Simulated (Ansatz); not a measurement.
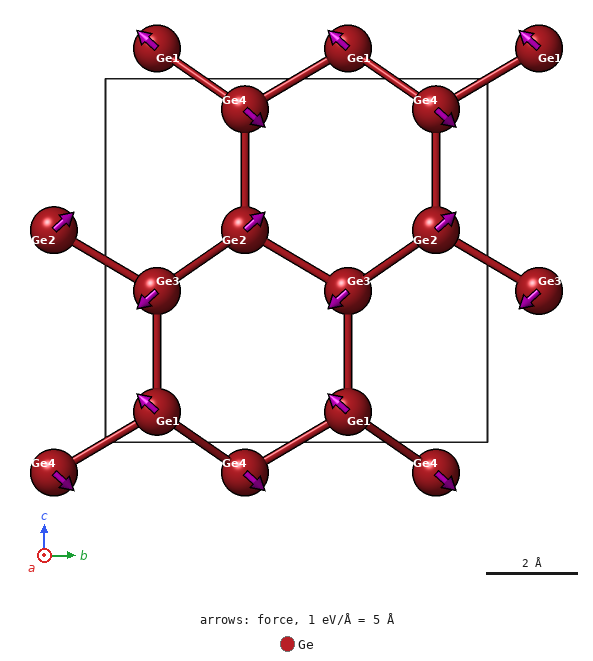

Starting geometry of a crystal of Ge (a generated structure, set up in Cmcm) with the computed forces as purple arrows. Style: ball-and-stick. Shown: the conventional cell (2 times the calculation's cell), along the a axis. Lengths and directions refer to the drawn axes.

The calculation used DFT PBE, scalar-relativistic, plane waves, PAW in Ansatz 0.2.0.

The input:
```yaml
crystal:
  lattice:
    - [1.3813242725, -4.2275074291, 0.0]
    - [1.3813242725, 4.2275074291, 0.0]
    - [0.0, 0.0, 8.0409090756]
  atoms:
    - { symbol: Ge, position: [0.865119645, 0.134880355, 0.0836355151] }
    - { symbol: Ge, position: [0.134880355, 0.865119645, 0.5836355151] }
    - { symbol: Ge, position: [0.865119645, 0.134880355, 0.4163644849] }
    - { symbol: Ge, position: [0.134880355, 0.865119645, 0.9163644849] }
basis:
  ecutwfc: 420
kpoints:
  mp_grid: { grid: [18, 18, 6] }
hamiltonian:
  xc: pbe
scf:
  occupations: { method: gaussian, width: 0.1 }
output:
  forces: true
  stress: true
  eigenvalues: true
  write_density: true
  write_potential: true
  elf: true
  volumetric_format: npy
relax:
  adjacent_minimum: "off"
  f_tol: 0.01
  max_steps: 80
  cell: { stress_tol: 0.05 }
```

Launched with:
```bash
ansatz run input.yaml --threads 1 --pin off --max-ram 2560MiB --backend cpu --events-out ev --progress --plain --runs-dir out
```

### Is this structure relaxed? If not, where do the atoms go?

It isn't relaxed: the largest force vector, on Ge atoms, is 0.12 eV/Å. The final displacements have little in common with the starting forces (cosine between the two patterns −0.17). The energy falls by 90.4 meV per cell of the calculation in 11 accepted moves (17 points after the start). Largest force component: 0.093 eV/Å at the start, 0.00052 eV/Å at the end. Pressure: 0.40 GPa at the start and 0.01 GPa at the end. The line search rejected the trial steps at points 4, 8, 10, 11 of the run. At 2 points the geometry stayed and the basis and grid were re-selected for the new cell (energy shift of 0.7 meV per cell of the calculation at most each time). The largest moves relative to the cell, 0.041 Å, are those of Ge1, Ge2, Ge3 and Ge4. Ge2 goes along [0 −3 2]. The volume changes by −0.9 %, with a 2.763 → 2.932 Å (+6.1 %), b 8.455 → 7.600 Å (−10.1 %), c 8.041 → 8.354 Å (+3.9 %). Some distances before and after: Ge1–Ge1 2.763 → 2.932 Å, Ge1–Ge4 2.648 → 2.562 Å, Ge1–Ge4 (another image) 2.740 → 2.662 Å, Ge1–Ge3 2.675 → 2.729 Å. Among the angles between lasting bonds that change: Ge2–Ge3–Ge2 111.3° → 102.4°, Ge2–Ge3–Ge2 60.6° → 66.8°, Ge1–Ge3–Ge2 120.5° → 124.4°. The space group stays Cmcm (No. 63).
